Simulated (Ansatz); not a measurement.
Geometry relaxation of SiC (part 2 of 2)

SiC (16 atoms in the cell); DFT r2SCAN, scalar-relativistic, plane waves, PAW, no spin polarisation (Ansatz 0.2.0); cutoff 500 eV, 12×12×2 k-mesh, Gaussian smearing of 0.02 eV. The structure derives from an entry of the Crystallography Open Database. It belongs to a series of runs on one base structure; here: volume × 0.94, shape and atoms relaxed.

Geometry of the input (Å; fractional positions):
```
3.0162  0.0000  0.0000
-1.5081  2.6121  0.0000
0.0000  0.0000  19.7243
Si 0.3333  0.6667  0.2501
Si 0.6667  0.3333  0.7501
Si 0.3333  0.6667  0.6250
Si 0.6667  0.3333  0.1250
Si 0.0000  0.0000  0.0001
Si 0.0000  0.0000  0.5001
Si 0.3333  0.6667  0.8752
Si 0.6667  0.3333  0.3752
C  0.3333  0.6667  0.9689
C  0.6667  0.3333  0.4689
C  0.0000  0.0000  0.0939
C  0.0000  0.0000  0.5939
C  0.3333  0.6667  0.3441
C  0.6667  0.3333  0.8441
C  0.3333  0.6667  0.7187
C  0.6667  0.3333  0.2187
```

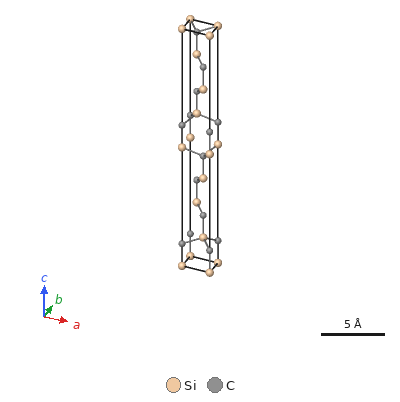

Fig. 1: The geometry at step 2 of the log (ball-and-stick view of the cell of the calculation, seen slightly off an axis).

**Output, continued**
```
relax step   3: F+E_penalty+E_count = -7130.20725049 eV  Δ(F+E_penalty+E_count) = +7.453e-7 eV  max|allowed force component| = 8.111e-3 eV/Å  Δτ_max = 0.0000 Å  P = +15.863 GPa  Ω = 155.401 Å³  fix = [volume]  reactions: volume +15.863 GPa  stress off target by 1.64e-2 GPa on what of the cell is left free  SCF on the basis re-selected at this cell (its energy is not comparable with the rows above)  (4 SCF iters)
basis re-selected at this cell: Δ(F+E_penalty+E_count) = +7.453e-7 eV, ΔP = +0.000 GPa vs the last step (what re-selecting the basis moved, of the pressure what is left beyond the Pulay correction that the steps carried, after the strain that the cell walked since its last selection, with what the two solves' SCF thresholds leave and, on support functions, any second-order correction that the steps lacked; it is no measure of the basis error at this ecutwfc). This SCF's stress stands 1.64e-2 GPa from its target on what of the cell is left free (relax.cell.stress_tol is 1.00e-1 GPa) and its largest allowed force component is 8.11e-3 eV/Å (relax.f_tol is 1.00e-2 eV/Å): within both
SCF converged after 4 iterations
Free energy (F): -7130.207250 eV
Harris-Foulkes:  -7130.207250 eV  (|F-HF|=3.55e-11)
Internal energy: -7130.207250 eV  (E = F + TS)
E sigma→0 (E₀):  -7130.207250 eV
Fermi energy:    11.268327 eV
--- Per-component energies (eV) ---
  E_band       = 244.845198
  E_kinetic    = 1116.798610
  E_local      = -801.205753  (includes V_loc(G=0)·N_el)
  E_nonlocal   = 409.971356
  E_hartree    = 256.158415
  E_xc         = -820.471156
  E_vxc        = -962.294514  (∫ρ·V_xc dr)
  E_paw        = -4964.737514  (= ΣΔE_a)
  E_vpaw       = -75.767560  (= ΣTr[D̂ρ^β])
  E_aug_tail   = 0.000073  (compensation charges beyond the density's cutoff)
  E_vtau       = 45.026261  (kinetic-family band-sum trace: ∫τ·v_τ [+ j·A + Jᵃ·Aᵃ] dr)
  E_ewald      = -2325.911627
  E_core_change = -0.809654  (= ΣΔE_core)
  E_smearing   = -0.000000  (= −TS)
  E_closure    = 0.000000  (closes the sum)
  Σ components = -7130.207250   (vs F -7130.207250, Δ=0.00e0)
--- Forces (eV/Å), atoms counted from 1 ---
  atom   1  Si     0.00000000     0.00000000     0.00809947
  atom   2  Si    -0.00000000    -0.00000000     0.00809947
  atom   3  Si    -0.00000000    -0.00000000    -0.00068691
  atom   4  Si     0.00000000     0.00000000    -0.00068691
  atom   5  Si     0.00000000     0.00000000     0.00149876
  atom   6  Si    -0.00000000     0.00000000     0.00149876
  atom   7  Si     0.00000000     0.00000000     0.00100577
  atom   8  Si    -0.00000000     0.00000000     0.00100577
  atom   9  C     -0.00000000     0.00000000    -0.00083478
  atom  10  C      0.00000000     0.00000000    -0.00083478
  atom  11  C      0.00000000     0.00000000    -0.00118608
  atom  12  C      0.00000000    -0.00000000    -0.00118608
  atom  13  C      0.00000000     0.00000000    -0.00781421
  atom  14  C     -0.00000000    -0.00000000    -0.00781421
  atom  15  C      0.00000000     0.00000000    -0.00017064
  atom  16  C     -0.00000000    -0.00000000    -0.00017064
  max |Σ_I F_I| component: 1.77e-4 eV/Å
--- Stress (GPa, compression-positive) ---
       15.871467      -0.000000      -0.000000
       -0.000000      15.871467       0.000000
       -0.000000       0.000000      15.846903
  P = ⅓ Tr σ = 15.8633 GPa (158.633 kbar)
--- Band table (eV; the first three rows and the last of 38) ---
  k-point 0: bands = ["-6.5279", "-6.2169", "-6.1744", "-5.2362", "-5.2155", "-3.7722", "-3.7384", "-2.6585", "0.9902", "2.5947", "2.6397", "5.5732", "5.5982", "8.5966", "8.6298", "9.0090", "9.0090", "9.1047", "9.1047", "9.2077", "9.2077", "9.5031", "9.5031", "9.5777", "9.5777", "9.9597", "9.9597", "10.0237", "10.0237", "10.1828", "10.2093", "10.2093", "16.5721", "16.6319", "16.9815", "17.2378", "17.4754", "17.8591", "17.8758", "18.0786", "18.0786", "18.1335", "18.1335", "18.1893", "18.5223", "18.5223", "18.6025", "18.6690"]
  k-point 1: bands = ["-6.4449", "-6.4449", "-5.7859", "-5.7859", "-4.5340", "-4.5340", "-3.0152", "-3.0152", "1.4807", "1.4807", "4.0382", "4.0382", "7.1547", "7.1547", "9.0417", "9.0417", "9.0417", "9.0417", "9.3303", "9.3303", "9.3303", "9.3303", "9.7370", "9.7370", "9.7735", "9.7735", "9.7735", "9.7735", "10.1520", "10.1520", "10.1520", "10.1520", "16.5981", "16.5981", "17.0852", "17.0852", "17.6790", "17.6790", "18.0990", "18.0990", "18.1089", "18.1089", "18.1089", "18.1089", "18.5569", "18.5569", "18.5569", "18.5569"]
  k-point 2: bands = ["-6.3965", "-6.0867", "-6.0439", "-5.1094", "-5.0884", "-3.6529", "-3.6191", "-2.5497", "1.1132", "2.6953", "2.7407", "5.6163", "5.6426", "8.2828", "8.3995", "8.4667", "8.4987", "8.5658", "8.7433", "8.8788", "8.9584", "8.9895", "9.0516", "9.3491", "9.4059", "9.5394", "9.5890", "9.7709", "9.8853", "9.9377", "10.1061", "10.1658", "16.7568", "16.8872", "17.0299", "17.3569", "17.4309", "17.6947", "17.9379", "17.9636", "18.1047", "18.2399", "18.3545", "18.3617", "18.4937", "18.4954", "18.5623", "18.7684"]
  k-point 37: bands = ["-1.6323", "-1.6323", "-1.5088", "-1.5088", "-1.4912", "-1.4912", "-1.4376", "-1.4376", "2.2501", "2.2501", "2.4899", "2.4899", "2.5569", "2.5569", "3.0097", "3.0097", "3.7426", "3.7426", "4.4567", "4.4567", "4.7120", "4.7120", "5.1848", "5.1848", "6.7696", "6.7696", "7.1951", "7.1951", "7.3890", "7.3890", "8.0560", "8.0560", "14.2699", "14.2699", "14.7438", "14.7438", "15.5873", "15.5873", "17.1985", "17.1985", "17.6311", "17.6311", "19.9724", "19.9724", "20.3065", "20.3065", "20.5135", "20.5135"]
--- Relaxed structure (2 steps of the walk, 2 accepted, 1 SCFs on fresh bases) ---
  F+E_penalty+E_count = -7130.20725049 eV   max|allowed force component| = 8.111e-3 eV/Å   (the final SCF, on the basis selected at the relaxed cell)
  cell:  # Å, volume = 155.4006 Å³
    - [3.016261293595928, 2.8868053712485096e-11, -5.0647502867867626e-36]
    - [-1.5081306468229645, 2.6121589046913525, 4.481798437746701e-36]
    - [-3.3120630223655053e-35, 1.4720280099402247e-35, 19.72351069961529]
  atoms:
    - { symbol: Si, position: [0.3333333333333333, 0.6666666666666667, 0.2501240277012676] }
    - { symbol: Si, position: [0.6666666666666666, 0.3333333333333334, 0.7501240277012676] }
    - { symbol: Si, position: [0.3333333333333333, 0.6666666666666667, 0.6249902786228876] }
    - { symbol: Si, position: [0.6666666666666666, 0.3333333333333334, 0.12499027862288754] }
    - { symbol: Si, position: [-3.405339067120809e-35, -1.1366841574134866e-34, 8.826477143547176e-5] }
    - { symbol: Si, position: [3.090225205250841e-35, 1.0137993836389973e-34, 0.5000882647714354] }
    - { symbol: Si, position: [0.3333333333333333, 0.6666666666666667, 0.8751692555295849] }
    - { symbol: Si, position: [0.6666666666666666, 0.3333333333333334, 0.375169255529585] }
    - { symbol: C, position: [0.3333333333333333, 0.6666666666666667, 0.968915734696446] }
    - { symbol: C, position: [0.6666666666666666, 0.3333333333333334, 0.4689157346964461] }
    - { symbol: C, position: [-1.3015552723609646e-34, 1.1981265443190534e-34, 0.09385963248392482] }
    - { symbol: C, position: [1.7731501692461482e-35, -9.523569967569528e-35, 0.5938596324839248] }
    - { symbol: C, position: [0.3333333333333333, 0.6666666666666667, 0.3441195003431136] }
    - { symbol: C, position: [0.6666666666666666, 0.3333333333333334, 0.8441195003431133] }
    - { symbol: C, position: [0.3333333333333333, 0.6666666666666667, 0.7187333059513399] }
    - { symbol: C, position: [0.6666666666666666, 0.3333333333333334, 0.21873330595133986] }
```

**Trajectory as extended XYZ (Å, eV, eV/Å), 3 frames, from step=1 to step=3**
```
16
Lattice="3.0162 0.0000 0.0000 -1.5081 2.6121 0.0000 0.0000 0.0000 19.7243" Properties=species:S:1:pos:R:3:forces:R:3 step=1 energy=-7130.20724 pressure_GPa=15.86
Si    0.0000    1.7414    4.9333    0.0000   0.0000   0.0176
Si    1.5081    0.8707   14.7954    0.0000   0.0000   0.0176
Si    0.0000    1.7414   12.3275    0.0000   0.0000  -0.0032
Si    1.5081    0.8707    2.4653    0.0000   0.0000  -0.0032
Si    0.0000    0.0000    0.0018    0.0000   0.0000   0.0023
Si    0.0000    0.0000    9.8639    0.0000   0.0000   0.0023
Si    0.0000    1.7414   17.2623    0.0000   0.0000  -0.0030
Si    1.5081    0.8707    7.4001    0.0000   0.0000  -0.0030
C     0.0000    1.7414   19.1113    0.0000   0.0000  -0.0010
C     1.5081    0.8707    9.2491    0.0000   0.0000  -0.0010
C     0.0000    0.0000    1.8513    0.0000   0.0000  -0.0010
C     0.0000    0.0000   11.7134    0.0000   0.0000  -0.0010
C     0.0000    1.7414    6.7876    0.0000   0.0000  -0.0128
C     1.5081    0.8707   16.6497    0.0000   0.0000  -0.0128
C     0.0000    1.7414   14.1763    0.0000   0.0000   0.0011
C     1.5081    0.8707    4.3142    0.0000   0.0000   0.0011
16
Lattice="3.0163 0.0000 0.0000 -1.5081 2.6122 0.0000 0.0000 0.0000 19.7235" Properties=species:S:1:pos:R:3:forces:R:3 step=2 energy=-7130.20725 pressure_GPa=15.86
Si    0.0000    1.7414    4.9333    0.0000   0.0000   0.0081
Si    1.5081    0.8707   14.7951    0.0000   0.0000   0.0081
Si    0.0000    1.7414   12.3270    0.0000   0.0000  -0.0007
Si    1.5081    0.8707    2.4652    0.0000   0.0000  -0.0007
Si    0.0000    0.0000    0.0017    0.0000   0.0000   0.0015
Si    0.0000    0.0000    9.8635    0.0000   0.0000   0.0015
Si    0.0000    1.7414   17.2614    0.0000   0.0000   0.0010
Si    1.5081    0.8707    7.3997    0.0000   0.0000   0.0010
C     0.0000    1.7414   19.1104    0.0000   0.0000  -0.0008
C     1.5081    0.8707    9.2487    0.0000   0.0000  -0.0008
C     0.0000    0.0000    1.8512    0.0000   0.0000  -0.0012
C     0.0000    0.0000   11.7130    0.0000   0.0000  -0.0012
C     0.0000    1.7414    6.7872    0.0000   0.0000  -0.0078
C     1.5081    0.8707   16.6490    0.0000   0.0000  -0.0078
C     0.0000    1.7414   14.1759    0.0000   0.0000  -0.0002
C     1.5081    0.8707    4.3142    0.0000   0.0000  -0.0002
16
Lattice="3.0163 0.0000 0.0000 -1.5081 2.6122 0.0000 0.0000 0.0000 19.7235" Properties=species:S:1:pos:R:3:forces:R:3 step=3 energy=-7130.20725 pressure_GPa=15.86
Si    0.0000    1.7414    4.9333    0.0000   0.0000   0.0081
Si    1.5081    0.8707   14.7951    0.0000   0.0000   0.0081
Si    0.0000    1.7414   12.3270    0.0000   0.0000  -0.0007
Si    1.5081    0.8707    2.4652    0.0000   0.0000  -0.0007
Si    0.0000    0.0000    0.0017    0.0000   0.0000   0.0015
Si    0.0000    0.0000    9.8635    0.0000   0.0000   0.0015
Si    0.0000    1.7414   17.2614    0.0000   0.0000   0.0010
Si    1.5081    0.8707    7.3997    0.0000   0.0000   0.0010
C     0.0000    1.7414   19.1104    0.0000   0.0000  -0.0008
C     1.5081    0.8707    9.2487    0.0000   0.0000  -0.0008
C     0.0000    0.0000    1.8512    0.0000   0.0000  -0.0012
C     0.0000    0.0000   11.7130    0.0000   0.0000  -0.0012
C     0.0000    1.7414    6.7872    0.0000   0.0000  -0.0078
C     1.5081    0.8707   16.6490    0.0000   0.0000  -0.0078
C     0.0000    1.7414   14.1759    0.0000   0.0000  -0.0002
C     1.5081    0.8707    4.3142    0.0000   0.0000  -0.0002
```

**Results in brief**

```json
{"quantity": "outcome", "value": "converged"}
{"quantity": "space group (tolerance 0.01 Å)", "value": "P6₃mc (186)"}
{"quantity": "electrons treated", "value": "64"}
{"quantity": "free energy", "value": "−7130.2073 eV"}
{"quantity": "Fermi energy", "value": "11.268 eV"}
{"quantity": "gap on the k-point mesh", "value": "2.12 eV"}
{"quantity": "pressure", "value": "15.86 GPa"}
{"quantity": "final volume", "value": "155.40 Å³"}
{"quantity": "largest force (length of the vector) at the end", "value": "0.008 eV/Å"}
{"quantity": "final cell", "value": "a = 3.016 Å, b = 3.016 Å, c = 19.724 Å, α = 90.00°, β = 90.00°, γ = 120.00°"}
{"quantity": "hardware", "value": "4 threads of Oxide Virtual Turin-like (Zen 5), 32 GiB of memory available, shared host"}
{"quantity": "wall time", "value": "36 s (CPU time 2.2 min)"}
{"quantity": "peak memory", "value": "0.99 GiB"}
```

The cell is under a pressure of 15.9 GPa at this level, so it is not at its equilibrium volume.
